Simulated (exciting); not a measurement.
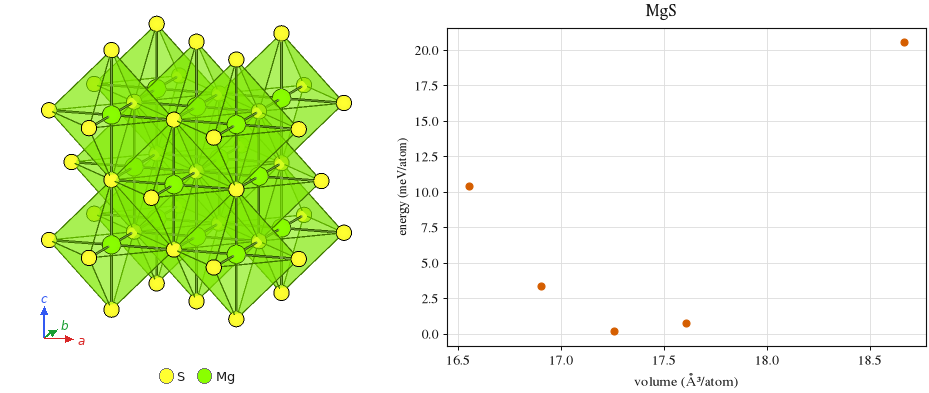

Plotted: energy against volume for MgS, space group Fm-3m (No. 225). The conventional cell is drawn beside the plot.

Structure:
```cif
data_structure
_symmetry_space_group_name_H-M 'P 1'
_symmetry_Int_Tables_number 1
_cell_length_a 3.6793
_cell_length_b 3.6793
_cell_length_c 3.6793
_cell_angle_alpha 60.000
_cell_angle_beta 60.000
_cell_angle_gamma 60.000
_cell_volume 35.22
loop_
_atom_site_label
_atom_site_type_symbol
_atom_site_fract_x
_atom_site_fract_y
_atom_site_fract_z
_atom_site_occupancy
S1 S 0.50000 0.50000 0.50000 1
Mg1 Mg 0.00000 0.00000 0.00000 1
```

Calculation (exciting sodium): all-electron LAPW DFT, no spin polarisation; energies at scaled volumes of the given cell, shape and fractions fixed, counted from the fit's minimum, third-order Birch-Murnaghan fit. Level: PBEsol.

k mesh 9×9×9; occupations Fermi–Dirac; smearing width 0.05 eV; potentials all electron LAPW+lo, shipped species files; program settings rgkmax 7.5.

The points at volume 17.96 Å³/atom and 18.31 Å³/atom are left out of the plot. What values does the calculation give there?

```csv
volume (Å³/atom),energy (meV/atom)
17.96,4.40
18.31,11.16
```
